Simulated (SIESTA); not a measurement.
System: C, space group Fd-3m (No. 227).

Starting cell:
```
CELL_PARAMETERS angstrom
0.00000 1.78337 1.78337
1.78337 0.00000 1.78337
1.78337 1.78337 0.00000
ATOMIC_POSITIONS crystal
C 0.75000 0.75000 0.75000
C 0.50000 0.50000 0.50000
```

Method: DFT in numerical atomic orbitals with pseudopotentials, no spin polarisation; energies at scaled volumes of the given cell, shape and fractions fixed, counted from the fit's minimum, third-order Birch-Murnaghan fit (SIESTA 5.4.2). Level: PBE.

- k mesh: 13×13×13
- occupations: Fermi–Dirac
- smearing width: 0.05 eV
- potentials: SG15 1.2, converted to PSML, two zetas o semicore shells or PseudoDojo by element
- program settings: basis DZP, mesh cutoff 500 Ry

Describe the result: the energy against volume. The volume takes the values 5.3315, 5.4450, 5.5584, 5.6718, 5.7853, 5.8987, 6.0122 Å³/atom.

A third-order Birch–Murnaghan fit gives V0 = 5.77 Å³/atom, B0 = 430 GPa and B′ = 3.2. The energy is 50.57 meV/atom at volume 5.3315 Å³/atom and 12.59 meV/atom at 6.0122 Å³/atom; the lowest computed point is at volume 5.7853 Å³/atom (0.04 meV/atom).

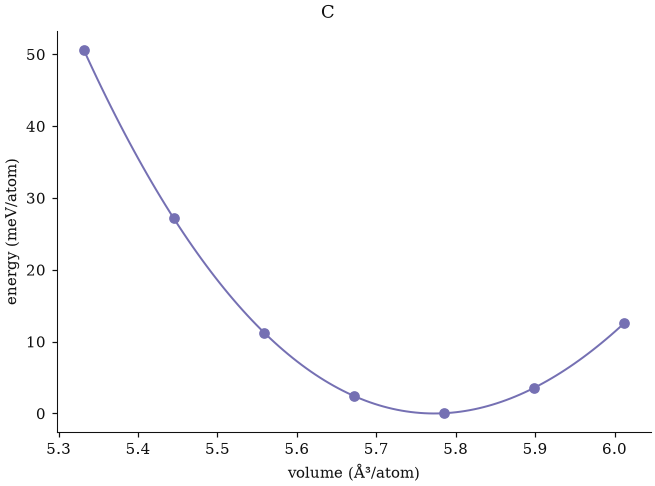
